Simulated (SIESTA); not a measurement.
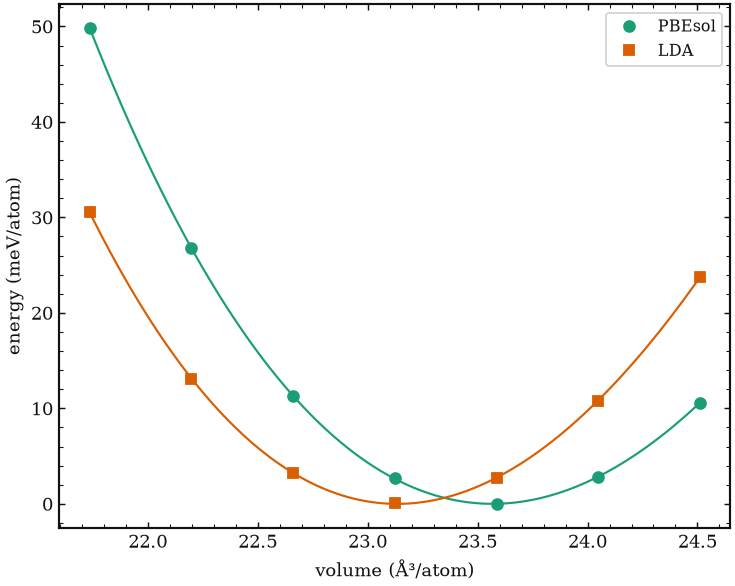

The figure shows the energy against volume, with one curve for each functional, for La₂O₃ (space group P321).

Calculation (SIESTA 5.4.2): DFT in numerical atomic orbitals with pseudopotentials, no spin polarisation; energies at scaled volumes of the given cell, shape and fractions fixed, counted from the fit's minimum, third-order Birch-Murnaghan fit. All runs: no spin polarisation.

- k mesh: 4×4×6
- occupations: Fermi–Dirac
- smearing width: 0.05 eV
- potentials: PseudoDojo 0.4 standard, converted to PSML, two zetas on semicore shells

Q: Order the curves by fitted equilibrium volume, smallest first.

A: LDA 23.134, PBEsol 23.568 Å³/atom.

Q: Order the curves by fitted bulk modulus, smallest first.

A: PBEsol 96.6, LDA 103.2 GPa.

Caveats: mulliken charges of long orbitals; potentials made for another functional (LDA); shape and atomic fractions are frozen while scaling, which makes layered, chain and framework solids too stiff.
